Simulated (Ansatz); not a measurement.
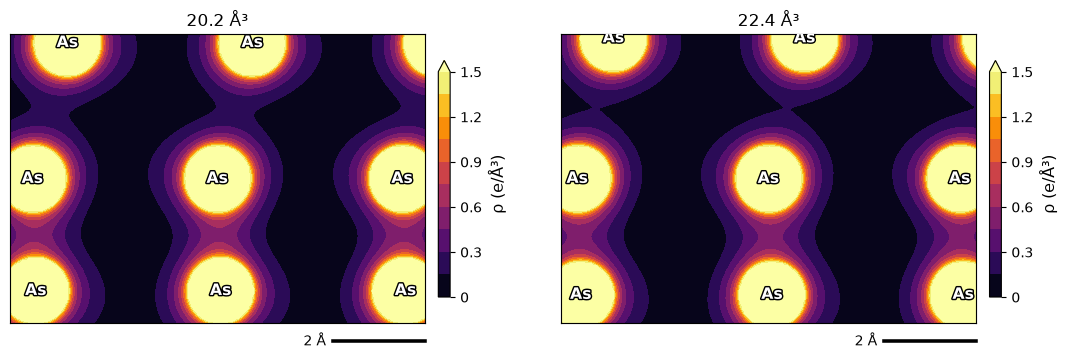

As. The valence pseudo-density of cells scaled evenly to different volumes (given per atom above each panel), on the (11̄0) plane of each (indices in the axes of the cell below), at one length scale and on one colour scale.

These are results of Ansatz, Kohn-Sham DFT of a periodic cell, HSE06, Ansatz PAW, not measurements.

Core electrons are frozen (PAW), and the valence fields are smoothed inside the atomic spheres.

The largest cell:

```
As
1.0
     1.90555    1.10017    3.56030
    -1.90555    1.10017    3.56030
     0.00000   -2.20034    3.56030
As
2
Direct
  0.22600 0.22600 0.22600
  0.77400 0.77400 0.77400
```

| volume (Å³/atom) | As–As contact in the plane (Å) | ρ at its midpoint (e/Å³) | pressure (GPa) | 
| --- | --- | --- | --- |
| 20.24 | 2.455 | 0.564 | 6.6 | 
| 21.53 | 2.506 | ? | ? | 
| 22.39 | 2.539 | 0.497 | −2.1 | 

Estimate the missing row, and compare with the calculation.

Answer. Over the known rows ln ρ falls by 1.51 per Å of As–As distance (the line through the two), which gives 0.522 e/Å³ at 2.506 Å; the calculation gives 0.522 e/Å³. For the pressure, a straight line in volume between the neighbouring rows gives 1.4 GPa; the calculation gives 0.8, lower because pressure rises ever faster on compression.
